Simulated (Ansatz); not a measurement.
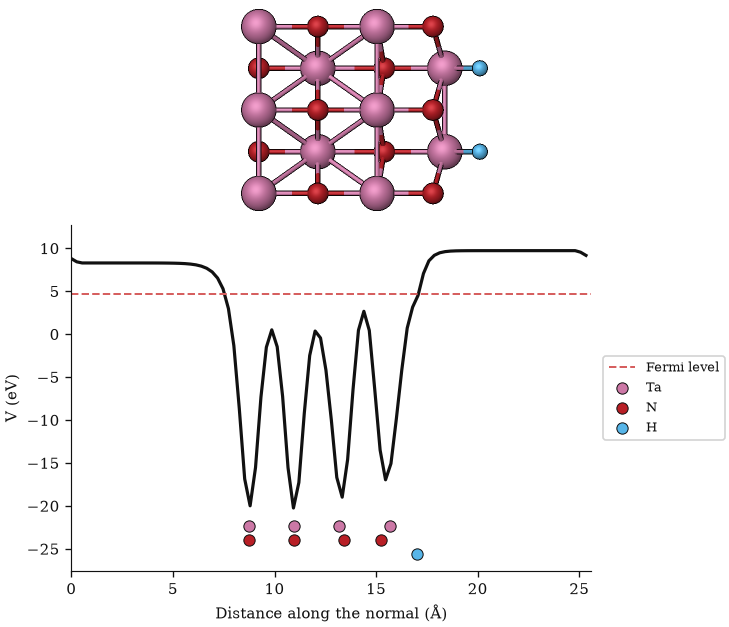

What does the plot show?

Plane-averaged electrostatic potential energy of an electron across the slab; circles at the bottom mark the heights of the atoms (positions after relaxation). The structure is drawn too. System: a (100) slab cut from TaN (Fm-3m), of composition Ta4HN4 (not the bulk's), ended by TaN planes, 9 atoms in the cell. Level of theory: DFT r2SCAN, scalar-relativistic, plane waves, PAW, no spin polarisation, 9×9×1 k mesh, 500 eV cutoff, Gaussian smearing of 0.1 eV; code Ansatz 0.2.0.

The work function is 5.08 eV at the right face and 3.64 eV at the left. The vacuum level is 1.43 eV higher at the right than at the left, so the slab carries a dipole along its normal; the ramp in the vacuum, at or near the edge of the plot, is the dipole correction that keeps each side flat. Some atoms were held fixed in the relaxation, which can itself make the faces differ. The outermost atoms are 8.2 Å apart, which leaves 17.4 Å of vacuum in a cell 25.6 Å high.

The electron count is odd and the run has no spin polarisation, so a magnetic state may lie lower. Spin-orbit coupling is left out, which matters for Ta.
